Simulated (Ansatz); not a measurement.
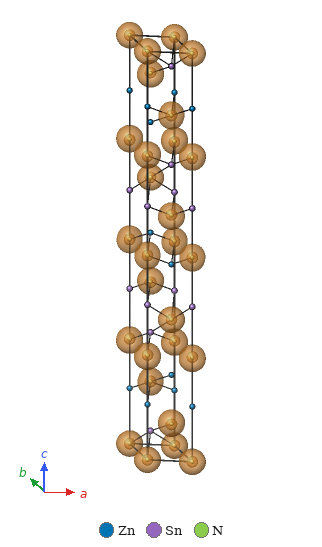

The picture shows: ZnSnN2. Isosurface of the electron localisation function at 0.65 (orange), seen at an oblique angle. Core shells and regions of very low density are left out. Sticks mark near contacts.

Space group R-3m; started from the II-IV-N2 ordering on rocksalt lattice prototype, which need not be the ambient phase.

These are results of DFT, r2SCAN, plane waves, PAW in Ansatz, not measurements.

In a PAW calculation such maps are meaningful between the atoms, not at the nuclei.

```yaml
crystal:
  lattice:
    - [3.21421, 0.00000, 0.00000]
    - [-1.60711, 2.78359, 0.00000]
    - [0.00000, 0.00000, 31.59144]
  atoms:
    - { symbol: Zn, position: [0.66667, 0.33333, 0.19801] }
    - { symbol: Zn, position: [0.33333, 0.66667, 0.53134] }
    - { symbol: Zn, position: [0.00000, 0.00000, 0.86468] }
    - { symbol: Zn, position: [0.00000, 0.00000, 0.13532] }
    - { symbol: Zn, position: [0.66667, 0.33333, 0.46866] }
    - { symbol: Zn, position: [0.33333, 0.66667, 0.80199] }
    - { symbol: Sn, position: [0.33333, 0.66667, 0.04613] }
    - { symbol: Sn, position: [0.00000, 0.00000, 0.37946] }
    - { symbol: Sn, position: [0.66667, 0.33333, 0.71279] }
    - { symbol: Sn, position: [0.33333, 0.66667, 0.28721] }
    - { symbol: Sn, position: [0.00000, 0.00000, 0.62054] }
    - { symbol: Sn, position: [0.66667, 0.33333, 0.95387] }
    - { symbol: N, position: [0.33333, 0.66667, 0.16667] }
    - { symbol: N, position: [0.00000, 0.00000, 0.50000] }
    - { symbol: N, position: [0.66667, 0.33333, 0.83333] }
    - { symbol: N, position: [0.66667, 0.33333, 0.07807] }
    - { symbol: N, position: [0.33333, 0.66667, 0.41141] }
    - { symbol: N, position: [0.00000, 0.00000, 0.74474] }
    - { symbol: N, position: [0.00000, 0.00000, 0.00000] }
    - { symbol: N, position: [0.66667, 0.33333, 0.33333] }
    - { symbol: N, position: [0.33333, 0.66667, 0.66667] }
    - { symbol: N, position: [0.00000, 0.00000, 0.25526] }
    - { symbol: N, position: [0.66667, 0.33333, 0.58859] }
    - { symbol: N, position: [0.33333, 0.66667, 0.92193] }
```

What do the ELF domains correspond to?

The surface consists of twelve regions wrapped around N (the valence shell of each), counted in one cell of 24 atoms. Regions shared between cells count once.

Values along the shortest contacts:
Zn–N (2.10 Å): the ELF peaks at about 0.80 in the valence shell of N, 0.7 Å from its nucleus, and is about 0.30 at the midpoint (no localised pair shows between them). Sn–N (2.11 Å): the ELF peaks at about 0.85 in the valence shell of N, 0.7 Å from its nucleus, and is about 0.35 at the midpoint.
